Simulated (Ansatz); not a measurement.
## What a change does: single-point calculation on Ir

System: Ir (Fm-3m, 1 atom in the cell).
Method of run A: DFT r2SCAN, scalar-relativistic, plane waves, PAW, no spin polarisation (Ansatz 0.2.0).

The structure derives from an entry of the Crystallography Open Database. Text and figures count atoms from 1; the logs count them from 0 in places.

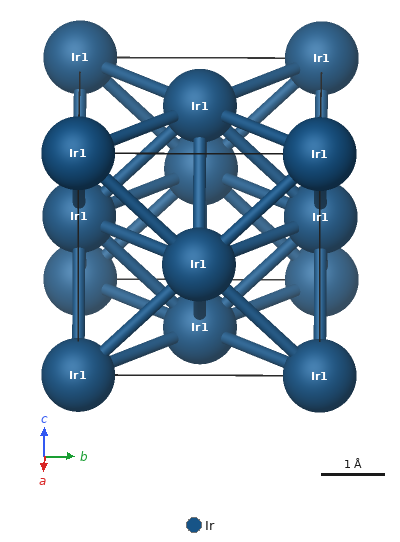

Fig. 1: The input geometry (ball-and-stick view of the cell 4 times as large as that of the calculation, set on its symmetry axes, seen at an oblique angle; atoms are numbered from 1 in the order of the input). An atom can appear more than once, as a periodic image.

### Input file, run A
```yaml
crystal:
  lattice:
    - [0.0, 1.9197, 1.9197]
    - [1.9197, 0.0, 1.9197]
    - [1.9197, 1.9197, 0.0]
  atoms:
    - { symbol: Ir, position: [0.0, 0.0, 0.0] }
basis:
  ecutwfc: 500
kpoints:
  mp_grid: { grid: [24, 24, 24] }
hamiltonian:
  xc: r2scan
scf:
  occupations: { method: gaussian, width: 0.15 }
output:
  forces: true
  stress: true
  eigenvalues: true
  write_density: true
  write_potential: true
  elf: true
  volumetric_format: npy
```

Command:
```bash
ansatz run input.yaml --threads 1 --pin off --max-ram 2560MiB --backend cpu --events-out ev --progress --plain --runs-dir out
```

Hardware: 1 thread of Intel Xeon @ 2.50GHz (Skylake/Cascade Lake), 192 GiB of memory available, shared host.

### Output, shortened to warnings, some set-up lines, iterations and results (run A)
```
Basis set: ecut = 500 eV, 339 PW (Γ), exchange–correlation on 80×80×80 points (64 copies of the dense FFT grid, shifted against one another)
Symmetry: 48 space group operations
k-points: 413 of 13824
Initial density: superposition of atomic densities (neutral atoms: chi_scale 0, normalization atom), corrected by the library's trained network
[...]
SCF iter   1: F=—  HF=-11948.700515 eV  |F-HF|=—  |Δ(HF+E_count)|=         —  Δρ=1.12e-2  dr2=8.12e-3  dr2_τ=3.78e-2  ethr=1.77e-3  ⟨swp⟩=5.0  Hψ=30399  notcnv=0
SCF iter   2: F=—  HF=-11948.727050 eV  |F-HF|=—  |Δ(HF+E_count)|=   2.65e-2  Δρ=5.19e-3  dr2=8.61e-4  dr2_τ=4.67e-4  ethr=4.78e-5  ⟨swp⟩=2.0  Hψ=11888  notcnv=0  defer=96
SCF iter   3: F=—  HF=-11948.727718 eV  |F-HF|=—  |Δ(HF+E_count)|=   6.68e-4  Δρ=1.68e-3  dr2=8.62e-5  dr2_τ=2.76e-5  ethr=5.07e-6  ⟨swp⟩=2.0  Hψ=6646  notcnv=0  defer=96
SCF iter   4: F=—  HF=-11948.727799 eV  |F-HF|=—  |Δ(HF+E_count)|=   8.04e-5  Δρ=1.35e-4  dr2=9.95e-7  dr2_τ=1.12e-7  ethr=5.07e-7  ⟨swp⟩=2.3  Hψ=7617  notcnv=0  defer=96
SCF iter   5: F=—  HF=-11948.727799 eV  |F-HF|=—  |Δ(HF+E_count)|=   7.72e-7  Δρ=3.55e-5  dr2=1.06e-7  dr2_τ=1.59e-8  ethr=5.85e-9  ⟨swp⟩=2.1  Hψ=8017  notcnv=0  defer=96
SCF iter   6: F=-11948.727799 eV  HF=-11948.727799 eV  |F-HF|=1.26e-10  |Δ(HF+E_count)|=   3.54e-8  Δρ=1.12e-5  dr2=1.20e-8  dr2_τ=1.08e-9  ethr=5.88e-10  ⟨swp⟩=8.3  Hψ=29579 …
SCF 1 converged in 6 iterations: F = -11948.727799 eV  dr2 = 1.20e-8
SCF converged after 6 iterations
Free energy (F): -11948.727799 eV
Harris-Foulkes:  -11948.727799 eV  (|F-HF|=1.26e-10)
Internal energy: -11948.717858 eV  (E = F + TS)
E sigma→0 (E₀):  -11948.722829 eV
Entropy (-TS):   -0.009941 eV (-9.941 meV/atom)
Fermi energy:    25.580259 eV
--- Per-component energies (eV) ---
  E_band       = -100.700543
  E_kinetic    = 623.708152
  E_local      = -1066.400159  (includes V_loc(G=0)·N_el)
  E_nonlocal   = 73.946681
  E_hartree    = 410.374573
  E_xc         = -255.558185
  E_vxc        = -333.701639  (∫ρ·V_xc dr)
  E_paw        = -9249.722795  (= ΣΔE_a)
  E_vpaw       = -239.711775  (= ΣTr[D̂ρ^β])
  E_aug_tail   = -0.000019  (compensation charges beyond the density's cutoff)
  E_vtau       = 20.712771  (kinetic-family band-sum trace: ∫τ·v_τ [+ j·A + Jᵃ·Aᵃ] dr)
  E_ewald      = -2484.749213
  E_core_change = -0.316894  (= ΣΔE_core)
  E_smearing   = -0.009941  (= −TS)
  E_closure    = 0.000000  (closes the sum)
  Σ components = -11948.727799   (vs F -11948.727799, Δ=0.00e0)
--- Forces (eV/Å), atoms counted from 1 ---
  atom   1  Ir     0.00000000     0.00000000     0.00000000
  max |Σ_I F_I| component: 1.44e-32 eV/Å
--- Stress (GPa, compression-positive) ---
        1.511993      -0.000000       0.000000
       -0.000000       1.511993       0.000000
        0.000000      -0.000000       1.511993
  P = ⅓ Tr σ = 1.5120 GPa (15.120 kbar)
```

For run B the input was changed thus:
```diff
-  mp_grid: { grid: [24, 24, 24] }
+  mp_grid: { grid: [22, 22, 22] }
-  write_density: true
-  write_potential: true
-  elf: true
-  volumetric_format: npy
```

How does run B compare with run A?

The free energy of run B is 2.9 meV per atom higher, which measures how much it depends on this numerical setting. The number of SCF iterations is the same. The irreducible k-points go from 413 to 328. On the same kind of shared host run B took about 0.51 times as long.

### Output, shortened to warnings, some set-up lines, iterations and results (run B)
```
Basis set: ecut = 500 eV, 339 PW (Γ), exchange–correlation on 80×80×80 points (64 copies of the dense FFT grid, shifted against one another)
Symmetry: 48 space group operations
k-points: 328 of 10648
Initial density: superposition of atomic densities (neutral atoms: chi_scale 0, normalization atom), corrected by the library's trained network
[...]
SCF iter   1: F=—  HF=-11948.697551 eV  |F-HF|=—  |Δ(HF+E_count)|=         —  Δρ=1.11e-2  dr2=7.79e-3  dr2_τ=3.77e-2  ethr=1.77e-3  ⟨swp⟩=5.0  Hψ=24104  notcnv=0
SCF iter   2: F=—  HF=-11948.724165 eV  |F-HF|=—  |Δ(HF+E_count)|=   2.66e-2  Δρ=5.15e-3  dr2=8.46e-4  dr2_τ=4.49e-4  ethr=4.58e-5  ⟨swp⟩=2.0  Hψ=9415  notcnv=0  defer=82
SCF iter   3: F=—  HF=-11948.724834 eV  |F-HF|=—  |Δ(HF+E_count)|=   6.69e-4  Δρ=1.64e-3  dr2=8.20e-5  dr2_τ=2.70e-5  ethr=4.97e-6  ⟨swp⟩=2.0  Hψ=5180  notcnv=0  defer=82
SCF iter   4: F=—  HF=-11948.724914 eV  |F-HF|=—  |Δ(HF+E_count)|=   7.97e-5  Δρ=1.35e-4  dr2=9.95e-7  dr2_τ=1.11e-7  ethr=4.82e-7  ⟨swp⟩=2.3  Hψ=5999  notcnv=0  defer=82
SCF iter   5: F=—  HF=-11948.724915 eV  |F-HF|=—  |Δ(HF+E_count)|=   7.74e-7  Δρ=3.62e-5  dr2=1.10e-7  dr2_τ=1.68e-8  ethr=5.85e-9  ⟨swp⟩=2.1  Hψ=6338  notcnv=0  defer=82
SCF iter   6: F=-11948.724915 eV  HF=-11948.724915 eV  |F-HF|=1.89e-10  |Δ(HF+E_count)|=   3.34e-8  Δρ=1.16e-5  dr2=1.27e-8  dr2_τ=1.14e-9  ethr=5.88e-10  ⟨swp⟩=5.4  Hψ=15076 …
SCF 1 converged in 6 iterations: F = -11948.724915 eV  dr2 = 1.27e-8
SCF converged after 6 iterations
Free energy (F): -11948.724915 eV
Harris-Foulkes:  -11948.724915 eV  (|F-HF|=1.89e-10)
Internal energy: -11948.712944 eV  (E = F + TS)
E sigma→0 (E₀):  -11948.718929 eV
Entropy (-TS):   -0.011971 eV (-11.971 meV/atom)
Fermi energy:    25.548671 eV
--- Per-component energies (eV) ---
  E_band       = -100.732675
  E_kinetic    = 623.688761
  E_local      = -1066.336528  (includes V_loc(G=0)·N_el)
  E_nonlocal   = 73.940065
  E_hartree    = 410.335106
  E_xc         = -255.555764
  E_vxc        = -333.697885  (∫ρ·V_xc dr)
  E_paw        = -9249.718457  (= ΣΔE_a)
  E_vpaw       = -239.705585  (= ΣTr[D̂ρ^β])
  E_aug_tail   = -0.000019  (compensation charges beyond the density's cutoff)
  E_vtau       = 20.712134  (kinetic-family band-sum trace: ∫τ·v_τ [+ j·A + Jᵃ·Aᵃ] dr)
  E_ewald      = -2484.749213
  E_core_change = -0.316894  (= ΣΔE_core)
  E_smearing   = -0.011971  (= −TS)
  E_closure    = -0.000000  (closes the sum)
  Σ components = -11948.724915   (vs F -11948.724915, Δ=0.00e0)
--- Forces (eV/Å), atoms counted from 1 ---
  atom   1  Ir    -0.00000000     0.00000000     0.00000000
  max |Σ_I F_I| component: 7.19e-33 eV/Å
--- Stress (GPa, compression-positive) ---
        1.581388      -0.000000       0.000000
        0.000000       1.581388      -0.000000
        0.000000       0.000000       1.581388
  P = ⅓ Tr σ = 1.5814 GPa (15.814 kbar)
```

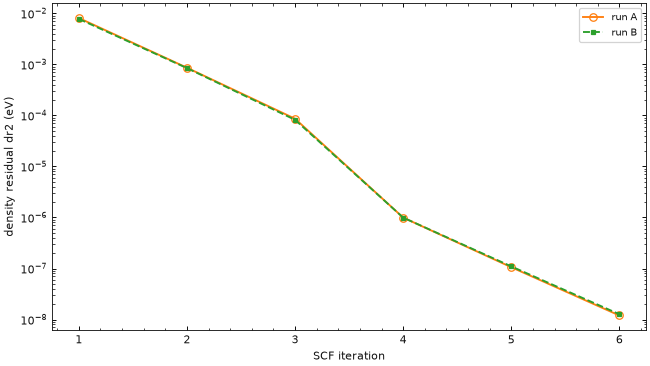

Fig. 2: Convergence of the two runs: density residual dr2 against the SCF iteration. Run A takes 6 iterations in all, and run B takes 6.

### The two runs side by side

| quantity | run A | run B |
| --- | --- | --- |
| outcome | converged | converged |
| free energy per atom (eV) | −11948.7278 | −11948.7249 |
| energy per atom, smearing taken to zero (eV) | −11948.7228 | −11948.7189 |
| gap on the mesh (eV) | 0.00 | 0.00 |
| pressure (GPa) | 1.51 | 1.58 |
| largest force (eV/Å) | 0.000 | 0.000 |
| SCF iterations | 6 | 6 |
| irreducible k-points | 413 | 328 |
| plane waves at Γ | 339 | 339 |
| wall time (shared host) | 19 s | 9.9 s |

For both runs: Spin–orbit coupling is left out, which matters for Ir.
